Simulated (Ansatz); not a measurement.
Co: single-point calculation

Co (Fm-3m, 1 atom in the cell), computed with DFT PBE, scalar-relativistic, plane waves, PAW, spin-polarised (Ansatz 0.2.0).

The structure was made by swapping elements on the sites of another compound; it need not be a known phase. It belongs to a series of runs on one base structure; here: Rh -> Co on all its sites, cell and atoms relaxed. Figures and captions count atoms from 1; the log counts them from 0 in places.

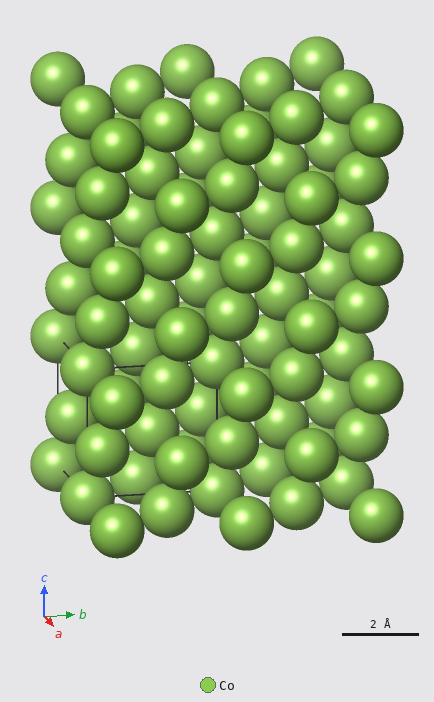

The structure as given in the input (spheres-only view of the cell 4 times as large as that of the calculation, set on its symmetry axes, repeated 2 × 2 × 3, seen slightly off an axis). An atom can appear more than once, as a periodic image.

**Key numbers**

- outcome: converged
- space group (tolerance 0.01 Å): Fm-3m (225)
- electrons treated: 17
- free energy: −5126.1454 eV
- Fermi energy: 18.418 eV
- gap on the k-point mesh: none (metallic)
- net moment of the cell: 1.70 μB
- integrated absolute moment: 1.84 μB
- pressure: −1.63 GPa
- largest force (length of the vector): under 0.001 eV/Å
- hardware: 1 thread of Arm Neoverse V1, 24 GiB of memory available, shared host
- wall time: 1.4 s
- peak memory: 0.24 GiB

**The input**
```yaml
crystal:
  lattice:
    - [0.0, 1.7667297292, 1.7667297292]
    - [1.7667297292, 0.0, 1.7667297292]
    - [1.7667297292, 1.7667297292, 0.0]
  atoms:
    - { symbol: Co, position: [0.0, 0.0, 0.0], spin: 3.0 }
basis:
  ecutwfc: 420
kpoints:
  mp_grid: { grid: [8, 8, 8] }
hamiltonian:
  xc: pbe
scf:
  occupations: { method: gaussian, width: 0.1 }
  lower_state_search: "off"
output:
  forces: true
  stress: true
  eigenvalues: true
  populations: true
magnetization:
  spin_polarized: true
```

Launched with:
```bash
ansatz run input.yaml --threads 1 --pin off --max-ram 2560MiB --backend cpu --events-out ev --progress --plain --runs-dir out
```

**Log**
```
Engine: ansatz 0.2.0, aarch64-unknown-linux-gnu
Pseudopotentials: kind: paw
Pseudopotential: Co, paw, valence charge 17, recommended cutoff 420 eV (normal), Co.paw.azcp
Functional definition: PBE
  parameter kappa = 0.804
  parameter beta = 0.06672455060314922
  exchange = pbe_x(kappa = kappa, mu = beta*pi^2/3)
  correlation = pbe_c(beta = beta)
Crystal: 1 atoms, lattice volume = 11.029 Å³
Basis set: ecut = 420 eV, 181 PW (Γ), exchange–correlation on 36×36×36 points (8 copies of the dense FFT grid, shifted against one another)
Bands: 14, of which v1, the nominal top of the filled ones, is band 9 counted from 1 (8 counted from 0)
Symmetry: 48 space group operations
Space group: Fm-3m (ITA 225), of the structure as read, at distance tolerance 2.2e-5 Å
Magnetic group: BNS 225.116 (UNI 1618), of the structure as read, at distance tolerance 2.2e-5 Å
k-points: 29 of 512
Non-local potential: Co, projectors of the file, l = 0: 3, l = 1: 2, l = 2: 3, l = 3: 1
PAW form: soft (Blöchl's): semilocal exchange-correlation on the pseudo side does not see the compensation charge
PAW one-centre angular grid: Co, 590 points (default); XC on 64 Gauss nodes
Initial density: superposition of atomic densities (chi_scale 0.1, normalization cell)
Starting moments: Σ|m| = 3 μB on 1 of 1 site
Initial wavefunctions: pseudopotential atomic-orbital guess
Functional: x = pbe(κ = 0.804, μ = 0.2195149727645171), c = pbe(β = 0.06672455060314922)
iter 1 solved again at ethr=9.08e-4 eV; its pass at ethr=3.10e-3 eV (dr2=1.54e-1 eV) is discarded
SCF iter   1: F=—  HF=-5125.883617 eV  |F-HF|=—  |Δ(HF+E_count)|=         —  Δρ=1.35e-1 (↑1.35e-1 ↓9.16e-2)  dr2=1.54e-1  dr2_m=1.28e0  M=1.825 μB ∫|m|=1.949 μB  β_m=0.30  ethr=9.08e-4  ⟨swp⟩=1.0  Hψ=5194  notcnv=0
Mixer restart at iter 1: flushing history
preconditioner: auto → none  [metal: Δε(μ)=0.024 eV  Ē_g=15.832 eV  σ=0.100 eV  W_gap=0.14  n_scr=0 (ndim 8)  ℏωp=33.5 eV  f_vac=0.000  D(μ)=1.57/eV (n_scr^D=26)]
spin-set hold released at iteration 1 (the charge has settled, or the pull on large starting moments outlasts its swing): the magnetisation degrees of freedom join the quasi-Newton model from the next iteration; the mixer history was flushed
SCF iter   2: F=—  HF=-5125.989255 eV  |F-HF|=—  |Δ(HF+E_count)|=   1.06e-1  Δρ=9.24e-2 (↑8.50e-2 ↓9.24e-2)  dr2=6.58e-3  dr2_m=7.94e-1  M=1.744 μB ∫|m|=1.885 μB  β_m=0.65  ethr=9.08e-4  ⟨swp⟩=2.6  Hψ=1341  notcnv=0
SCF iter   3: F=—  HF=-5126.626469 eV  |F-HF|=—  |Δ(HF+E_count)|=   6.37e-1  Δρ=1.04e-1 (↑1.04e-1 ↓8.48e-2)  dr2=2.08e0  dr2_m=1.07e-2  M=1.699 μB ∫|m|=1.849 μB  β_m=0.65  ethr=3.87e-5  ⟨swp⟩=3.2  Hψ=2356  notcnv=0  defer=13
SCF iter   4: F=—  HF=-5126.141430 eV  |F-HF|=—  |Δ(HF+E_count)|=   4.85e-1  Δρ=1.88e-2 (↑1.88e-2 ↓1.22e-2)  dr2=3.24e-3  dr2_m=2.36e-2  M=1.699 μB ∫|m|=1.840 μB  β_m=0.64  ethr=3.87e-5  ⟨swp⟩=3.5  Hψ=2505  notcnv=0  defer=44
SCF iter   5: F=—  HF=-5126.144875 eV  |F-HF|=—  |Δ(HF+E_count)|=   3.45e-3  Δρ=2.50e-3 (↑4.10e-4 ↓2.50e-3)  dr2=1.84e-4  dr2_m=1.66e-4  M=1.699 μB ∫|m|=1.843 μB  β_m=0.82  ethr=1.90e-5  ⟨swp⟩=1.3  Hψ=1037  notcnv=0  defer=42
SCF iter   6: F=—  HF=-5126.145361 eV  |F-HF|=—  |Δ(HF+E_count)|=   4.86e-4  Δρ=1.81e-3 (↑1.08e-3 ↓1.81e-3)  dr2=4.34e-5  dr2_m=2.07e-4  M=1.699 μB ∫|m|=1.843 μB  β_m=0.76  ethr=1.08e-6  ⟨swp⟩=2.1  Hψ=1258  notcnv=0  defer=42
SCF iter   7: F=—  HF=-5126.145394 eV  |F-HF|=—  |Δ(HF+E_count)|=   3.35e-5  Δρ=9.72e-4 (↑4.39e-4 ↓9.72e-4)  dr2=2.27e-5  dr2_m=4.84e-5  M=1.699 μB ∫|m|=1.843 μB  β_m=0.88  ethr=2.55e-7  ⟨swp⟩=1.0  Hψ=764  notcnv=0  defer=42
SCF iter   8: F=—  HF=-5126.145399 eV  |F-HF|=—  |Δ(HF+E_count)|=   4.74e-6  Δρ=1.49e-4 (↑9.90e-5 ↓1.49e-4)  dr2=2.20e-7  dr2_m=1.54e-6  M=1.699 μB ∫|m|=1.843 μB  β_m=0.94  ethr=1.34e-7  ⟨swp⟩=1.8  Hψ=913  notcnv=0  defer=42
iter 9 did not close the SCF: its close was put off for a magnetic moment that had not settled (scf_convergence_deferred on its scf_iter line)
SCF iter   9: F=-5126.145399 eV  HF=-5126.145399 eV  |F-HF|=2.98e-9  |Δ(HF+E_count)|=   1.90e-7  Δρ=1.79e-5 (↑1.79e-5 ↓1.52e-5)  dr2=3.10e-10  dr2_m=2.74e-8  M=1.699 μB ∫|m|=1.843 μB  β_m=0.97  ethr=5.88e-10  ⟨swp⟩=6.7  Hψ=3084  notcnv=0
SCF iter  10: F=-5126.145399 eV  HF=-5126.145399 eV  |F-HF|=3.64e-11  |Δ(HF+E_count)|=   3.27e-9  Δρ=2.09e-6 (↑6.22e-7 ↓2.09e-6)  dr2=1.18e-10  dr2_m=1.69e-10  M=1.699 μB ∫|m|=1.843 μB  ethr=1.83e-12  ⟨swp⟩=1.0  Hψ=2196  notcnv=0
SCF 1 converged in 10 iterations: F = -5126.145399 eV  dr2 = 1.18e-10
  greatest PAW one-centre occupation: 1.001 electrons in one spin orbital (limit 2), on the Co atom at site 0 (counted from 0), in its partial waves of l = 1
```

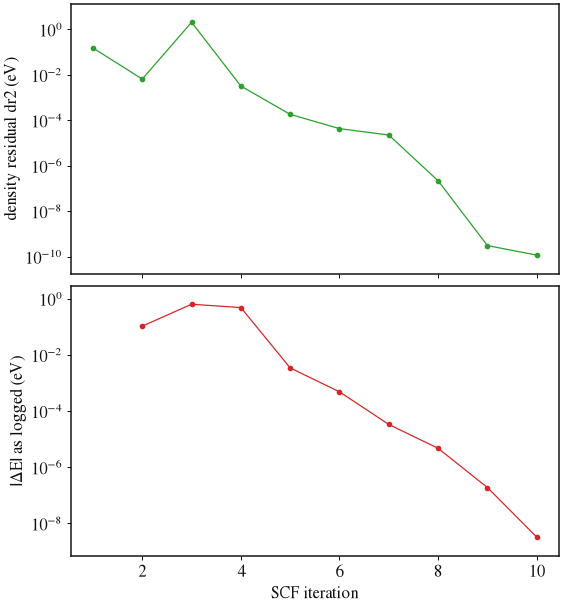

Convergence of the self-consistent field: density residual dr2 and size of the energy change against the SCF iteration. The residual comes down, with one marked jump up, by a factor of about 300, at step 3.

```
SCF converged after 10 iterations
Magnetization: 1.6992 μB (9.3496 up, 7.6504 down)
Absolute magnetization: 1.8430 μB (∫|ρ↑−ρ↓|, with the PAW one-centre terms)
Spin contamination: 0.0263 ħ² per cell (⟨S²⟩ above its minimum at these occupations)
Per-site moments (μB) at R_I (Å): [(1.76525954401275, 1.0306449219339842)]
Free energy (F): -5126.145399 eV
Harris-Foulkes:  -5126.145399 eV  (|F-HF|=3.64e-11)
Internal energy: -5126.139049 eV  (E = F + TS)
E sigma→0 (E₀):  -5126.142224 eV
Entropy (-TS):   -0.006351 eV (-6.351 meV/atom)
Fermi energy:    18.418357 eV
--- Per-component energies (eV) ---
  E_band       = -250.064774
  E_kinetic    = 452.991031
  E_local      = -2854.968394  (includes V_loc(G=0)·N_el)
  E_nonlocal   = 454.091971
  E_hartree    = 1195.491138
  E_xc         = -158.841445
  E_vxc        = -204.961206  (∫ρ·V_xc dr)
  E_paw        = -1515.015046  (= ΣΔE_a)
  E_vpaw       = -488.201257  (= ΣTr[D̂ρ^β])
  E_aug_tail   = 0.000075  (compensation charges beyond the density's cutoff)
  E_ewald      = -2699.888379
  E_smearing   = -0.006351  (= −TS)
  E_closure    = -0.000000  (closes the sum)
  Σ components = -5126.145399   (vs F -5126.145399, Δ=0.00e0)
--- Forces (eV/Å), atoms counted from 1 ---
  atom   1  Co    -0.00000000     0.00000000    -0.00000000
  max |Σ_I F_I| component: 1.40e-31 eV/Å
--- Stress (GPa, compression-positive) ---
       -1.632160      -0.000000      -0.000000
       -0.000000      -1.632160      -0.000000
       -0.000000      -0.000000      -1.632160
  P = ⅓ Tr σ = -1.6322 GPa (-16.322 kbar)
--- Band table (eV; the first three rows and the last of 58) ---
  k-point 0 ↑: bands = ["-77.7841", "-40.8615", "-40.8615", "-40.8615", "9.3801", "15.7027", "15.7027", "15.7027", "16.6820", "16.6820", "41.0896", "45.2006", "45.2006", "45.2006"]
  k-point 1 ↑: bands = ["-77.7769", "-40.9064", "-40.8678", "-40.8678", "9.9849", "15.5484", "15.8276", "15.8276", "16.6426", "16.6426", "38.7356", "42.2638", "44.3414", "44.3414"]
  k-point 2 ↑: bands = ["-77.7588", "-41.0138", "-40.8830", "-40.8830", "11.5798", "15.3810", "15.8574", "15.8574", "16.8534", "16.8534", "32.7628", "41.3020", "43.3594", "43.3594"]
  k-point 28 ↓: bands = ["-75.5688", "-38.9727", "-38.9727", "-38.8803", "15.4326", "16.3120", "16.3120", "18.6374", "19.7400", "26.7084", "26.7084", "29.0448", "30.2175", "48.0757"]
--- Löwdin populations: 1 site ---
  site symbol       q [e]    m [muB]
     0     Co     16.7685     1.7638
  spilling = 0.013617 (of n_electrons = 17.000000)
```

**File populations.tsv**
```
# site	symbol	l	j	q_up	q_dn
# orbitals = lowdin
# n_electrons = 17.000000
# spilling = 0.013617
0	Co	0_3S	-	0.993864	0.994105
0	Co	0_4S	-	0.470270	0.492720
0	Co	1_3P	-	2.998931	2.998680
0	Co	2_3D	-	4.803097	3.016851
```

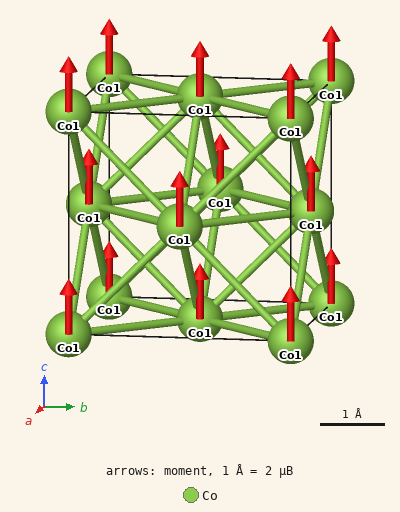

Magnetic moments of the sites as red arrows (ball-and-stick view of the cell 4 times as large as that of the calculation, set on its symmetry axes, seen slightly off an axis; atoms are numbered from 1 in the order of the input); small moments hardly show. The run is collinear, so the axis drawn is arbitrary. Site moments: Co1 (1.77 μB). They are counted near the atoms and needn't add up to the moment of the cell.
